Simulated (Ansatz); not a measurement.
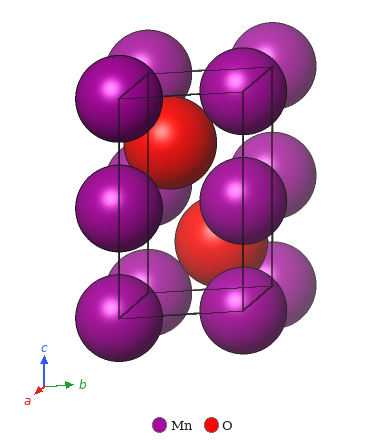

Space-filling representation of a periodic structure, projected slightly off an axis. Thin lines show the conventional unit cell, with boundary atoms drawn in all their periodic places.

MnO, nickel arsenide (NiAs) type, space group P6_3/mmc (No. 194), a = 3.078 Å, b = 3.078 Å, c = 5.300 Å, α = 90.00°, β = 90.00°, γ = 120.00°. The cell started as a structure type filled with these elements by a generator (whether the compound takes this form wasn't checked). Earlier steps of the study, as a rule a relaxation of our own, may have changed the cell and positions, so they can lie some per cent off the listed ones. Ansatz was used for an electronic-structure calculation on it.

This one geometry was computed with Ansatz (DFT, plane waves, PAW) at five levels of theory: HSE06, PBEsol, PBE with spin-orbit coupling, r2SCAN and LDA.

**Which level gives the highest pressure at this volume, and what does that say about its equilibrium volume?**

Highest: HSE06 (0.8 GPa), which points to the largest equilibrium volume. Lowest, with the smallest volume: LDA (-15.0 GPa). Levels within 0.5 GPa of each other can't be told apart.

**How does the band gap change with the level of theory?**

LDA: a gap of 0.47 eV on the k-mesh; PBEsol: a gap of 0.77 eV on the k-mesh; PBE with spin-orbit coupling: a gap of 0.88 eV on the k-mesh; r2SCAN: a gap of 1.80 eV on the k-mesh; HSE06: a gap of 3.05 eV on the k-mesh.

**Collect the results in a table.**

| level | cutoff (eV) | k-mesh of the run's cell | gap (eV) | pressure (GPa) | absolute moment (μB/atom) |
| --- | --- | --- | --- | --- | --- |
| HSE06 | 420 | 6×6×4 | 3.05 | 0.8 | 2.33 |
| PBEsol | 420 | 12×12×8 | 0.77 | -7.4 | 2.18 |
| PBE with spin-orbit coupling | 420 | 12×12×8 | 0.88 | -0.1 | 2.19 |
| r2SCAN | 500 | 12×12×8 | 1.80 | -1.4 | 2.29 |
| LDA | 420 | 12×12×8 | 0.47 | -15.0 | 2.14 |

Gaps are taken on the k-mesh or band path of each run.
